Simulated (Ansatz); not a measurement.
**Ti₅Al₁₅H (cell with a defect): density, localisation and related maps**

```
Ti Al H
1.0
    -5.76802   -1.92267   -4.31140
     1.92267   -5.76802    4.31140
    -1.92267    5.76802    4.31140
Ti Al H
5 15 1
Direct
  0.40665 0.80090 0.60213
  0.20057 0.39828 0.79813
  0.99427 0.99655 0.99385
  0.59939 0.19836 0.39791
  0.80099 0.59862 0.19864
  0.39677 0.29980 0.09900
  0.20019 0.89745 0.29703
  0.00401 0.50277 0.50316
  0.59712 0.68491 0.89467
  0.80441 0.09803 0.68512
  0.70026 0.64264 0.54276
  0.50001 0.24656 0.74770
  0.30130 0.84952 0.94946
  0.90071 0.04793 0.34528
  0.09962 0.44925 0.14860
  0.49995 0.74764 0.24711
  0.30008 0.34766 0.44771
  0.10065 0.94809 0.64725
  0.70002 0.16527 0.06545
  0.90087 0.54790 0.84791
  0.70490 0.95739 0.84349
```

Computed without spin polarisation.

Method: Ansatz 0.2.0, DFT PBE, scalar-relativistic, plane waves, PAW.

In a PAW calculation such maps are meaningful between the atoms, not at the nuclei.

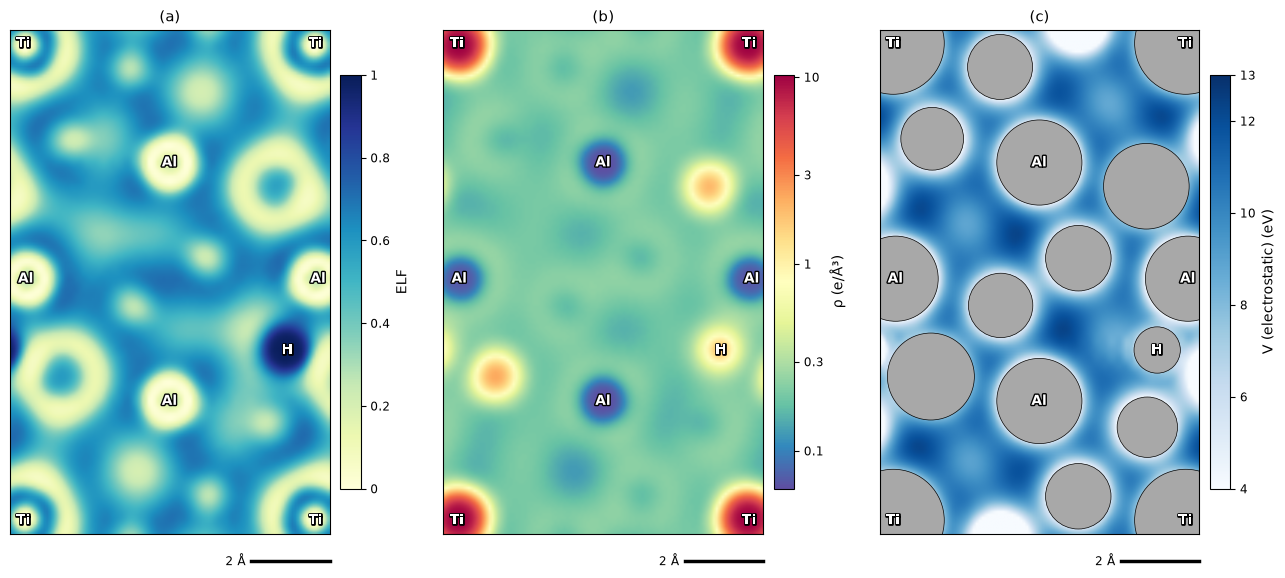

Figure 1. (a) ELF; (b) valence electron density; (c) electrostatic potential (local pseudopotential plus Hartree) felt by an electron on the (011) plane of the calculation cell. Grey discs cover the atomic cores in the potential map.

Question: Interpret the plot.

Answer: The section cuts through Ti, Al and H sites. Atoms just off the plane (Ti, 0.7 Å away and Al, 0.7 Å away) can leave unmarked features too. Al–H (1.98 Å): ρ is about 0.28 e/Å³ halfway; the ELF climbs to about 1 towards the hydrogen. Between the atoms the lowest density in this plane is 0.12 e/Å³. The features right at Ti lie inside the PAW spheres, where the map follows smoothed inner orbitals and isn't to be read closely. Outside the cores the potential energy rises away from the atoms and is highest about 1.8 Å from the nearest atoms; its zero is arbitrary.

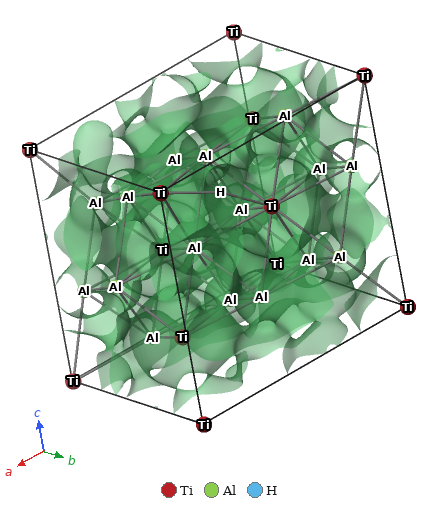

Figure 2. Isosurface of the electron localisation function at 0.55 (green), seen at an oblique angle. Only the valence region is drawn (cores and ρ < 0.01 e/Å³ removed). Sticks mark near contacts.

Question: Describe the localisation domains.

Answer: The surface consists of one network that runs through the whole crystal, counted in one cell of 21 atoms. Regions shared between cells count once. Profiles from the grid: Al–H (1.88 Å): the ELF climbs to about 1 towards the hydrogen. Ti–H (1.93 Å): the ELF climbs to about 1 towards the hydrogen.

Question: Does the calculation give a band gap?

Answer: It is metallic or semimetallic at this level of theory: no gap opens.
